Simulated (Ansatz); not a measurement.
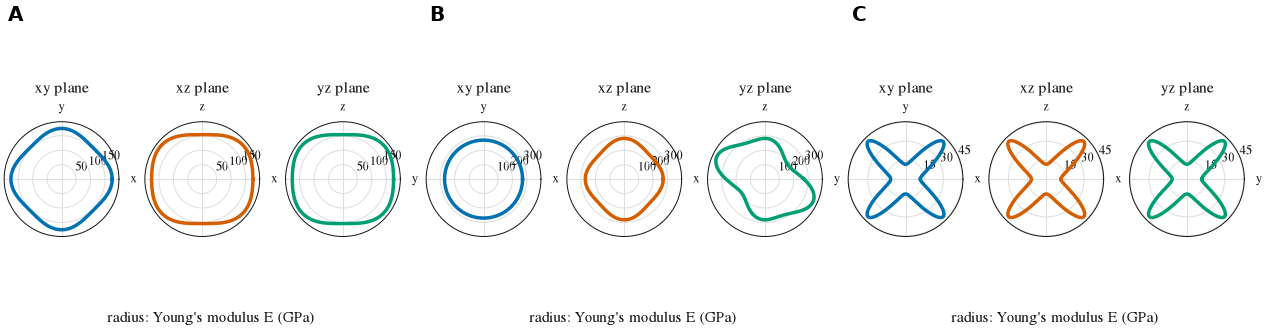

Each panel shows the Young's modulus as a function of direction in the xy, xz and yz planes for one of these solids: Al₂Cu, Fm-3m (No. 225), 14.8 Å³/atom, ions relaxed; AlCu₃, Fm-3m (No. 225), 11.8 Å³/atom, ions relaxed; Ti₂O, P-3m1 (No. 164), 11.9 Å³/atom, ions relaxed.

Calculation (Ansatz 0.2.0): elastic stress-strain coefficients at zero temperature from small strains of the given cell, Voigt order xx yy zz yz xz xy, Cartesian axes of the cell vectors; plane waves with PAW datasets, Γ-centred k mesh. Level: PBEsol, no spin polarisation.

Question: Which panel belongs to which solid?

Answer: A is Al₂Cu (E along x, y, z: 175, 175, 154 GPa); B is Ti₂O (E along x, y, z: 270, 270, 282 GPa); C is AlCu₃ (E along x, y, z: 11.8, 11.8, 11.8 GPa).

For Al₂Cu, limits of the calculation: metal sensitive to the k mesh.

For AlCu₃, limits of the calculation: metal sensitive to the k mesh.

For Ti₂O, limits of the calculation: metal sensitive to the k mesh; no spin polarisation, a magnetic state may lie lower.
